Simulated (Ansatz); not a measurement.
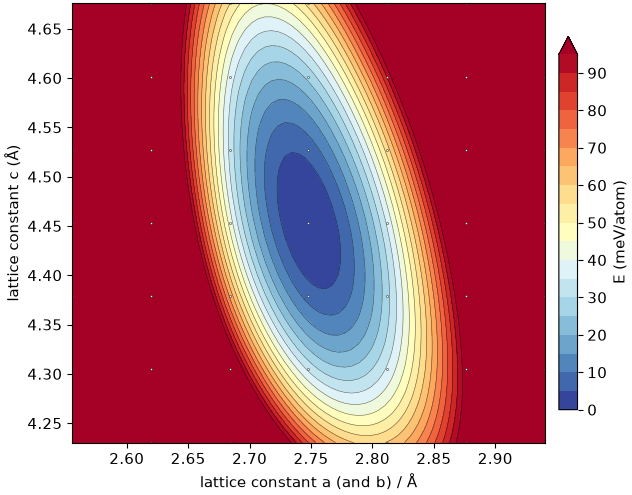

Ir (P6_3/mmc, No. 194; 2 atoms in the cell). 
- The energy is mapped over the lattice constants a and c of the conventional cell.
- The first coordinate is: lattice constant a (and b); the second: lattice constant c.
- Nothing is relaxed (symmetry fixes all fractional coordinates).
- The grid has 7 × 7 points.
- Points are written as (first, second).
- Energies are in meV/atom, from the lowest grid point.
- All numbers below come from Ansatz 0.2.0, DFT PBE, scalar-relativistic, plane waves, PAW. Settings: cutoff 420 eV, k-mesh 18×18×10 in the order of the run's cell vectors, gaussian smearing 0.15 eV, no spin polarisation.

Drawn: filled contours, dots at the grid points, one colour for all values above the top of the scale. Between grid points the surface is interpolated.

Where is the minimum, and how stiff is the well along each coordinate?

Answer. The interpolated minimum is at lattice constant a (and b) ≈ 2.748 Å, lattice constant c ≈ 4.453 Å. The curvatures there are about 38 eV/Å² and 5.5 eV/Å², with a cross term of about 6.7 eV/Å² (per cell of 2 atoms). Round the minimum the valley is somewhat tilted: raising lattice constant a (and b) shifts the best value of lattice constant c downwards (coupling k₁₂/√(k₁₁k₂₂) about 0.5).

PAW datasets: the set soft_1.
